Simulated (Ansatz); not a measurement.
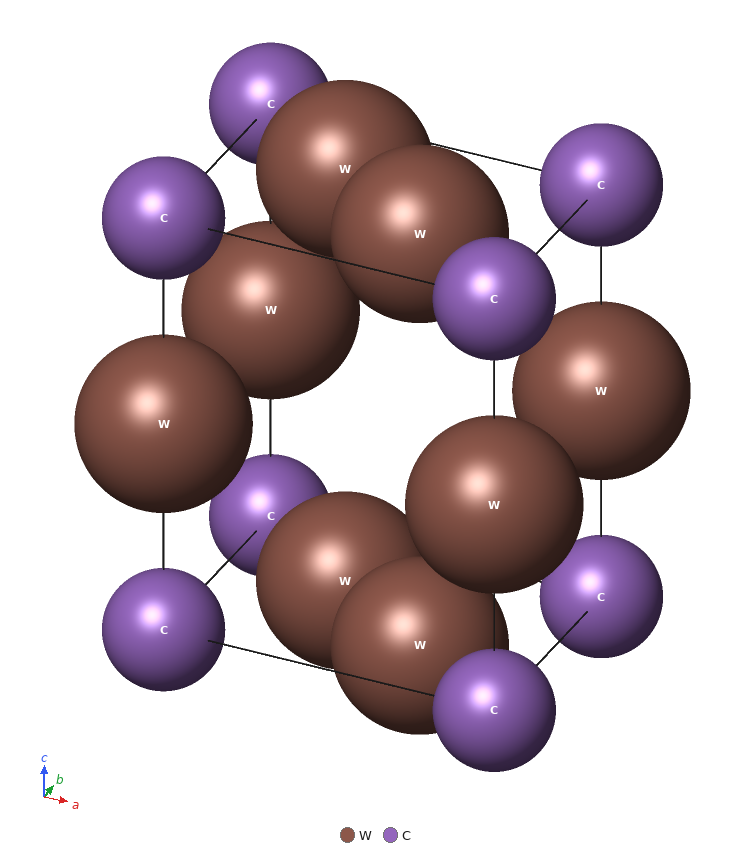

Crystal structure, spheres-only style, seen slightly off an axis. The edges of the simulation cell are marked.

```
CELL_PARAMETERS angstrom
4.27728 0.00000 0.00000
-2.13864 3.70423 0.00000
0.00000 0.00000 3.98996
ATOMIC_POSITIONS crystal
W 0.00000 0.00000 0.50000
W 0.33333 0.66667 0.00000
W 0.66667 0.33333 0.00000
C 0.00000 0.00000 0.00000
```

Method used: DFT PBE, scalar-relativistic, plane waves, PAW in Ansatz 0.2.0. It ran with plane-wave cutoff 420 eV, k-point mesh 12×12×10, Gaussian smearing of 0.1 eV, no spin polarisation.

Give the Bader charge of each element.

Answer. W +0.34 to +0.75 e; C -1.44 e.

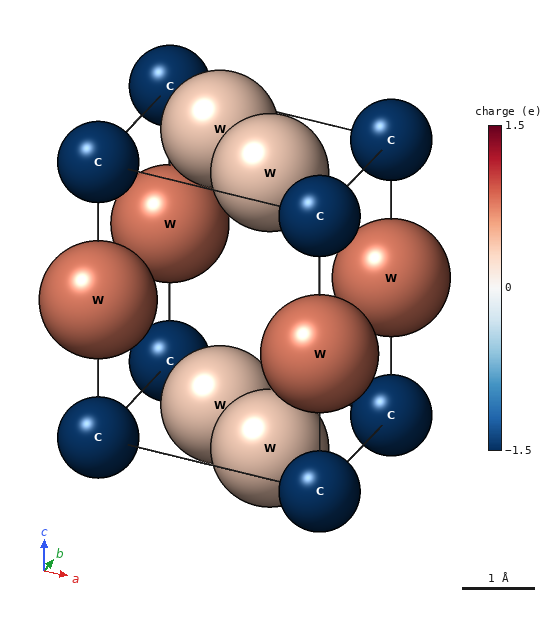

The atoms coloured by those charges.

Starting structure: a structure type filled with these elements by a generator (whether the compound takes this form wasn't checked). Earlier steps of the study, as a rule a relaxation of our own, may have changed the cell and positions, so they can lie some per cent off the listed ones. It went into a calculation with Ansatz.
